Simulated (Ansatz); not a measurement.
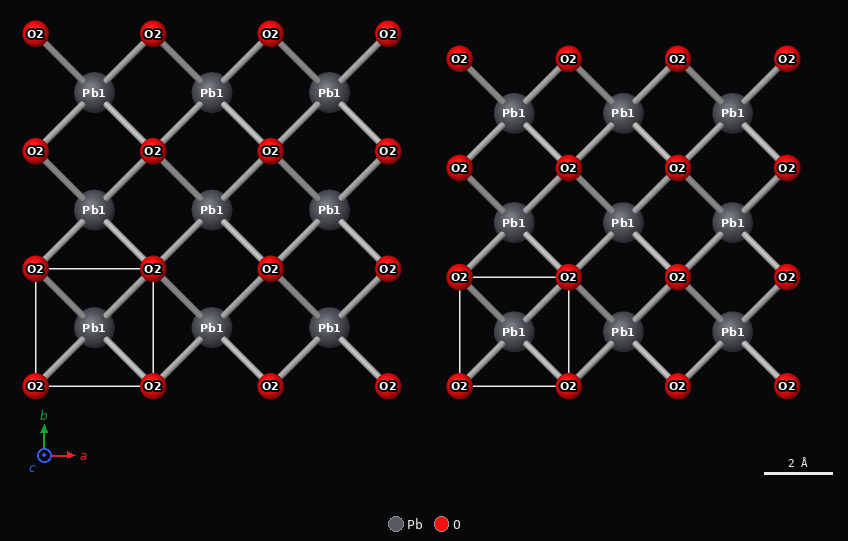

Two geometries of a crystal of PbO (a generated structure, set up in Pm-3m) (coarse preliminary run), drawn at one scale. One is the start of a relaxation, the other its converged end. A ball-and-stick model of the cell of the calculation, repeated 3 × 3 × 1 with one cell outlined, seen along the c axis.

The calculation used DFT PBE, scalar-relativistic, plane waves, PAW in Ansatz 0.2.0. Set-up: plane-wave cutoff 420 eV; k-point mesh 6 × 6 × 6; occupations gaussian; smearing width 0.1 eV; no spin polarisation; cell and atoms relaxed; force threshold 0.04 eV/Å; at most 70 steps.

### Which one is relaxed?

The right one is the relaxed one. No atom moves by more than 0.005 Å relative to the cell. The volume changes by −19.8 %, with a = b = c 3.460 → 3.214 Å (−7.1 %). Some distances before and after: Pb1–O2 2.997 → 2.784 Å. The space group stays Pm-3m (No. 221). After 4 accepted moves (6 points after the start) the energy has fallen by 194 meV per atom. All forces vanish by symmetry, so only the cell relaxes. Pressure: −12.19 GPa at the start and −0.01 GPa at the end. At 2 points the geometry stayed and the basis and grid were re-selected for the new cell (energy shift of 3.2 meV per atom at most each time). Cost: 7.1 s on 1 thread of Intel(R) Xeon(R) Platinum 8259CL CPU @ 2.50GHz (Skylake/Cascade Lake), on a shared host, peak memory 0.33 GiB.
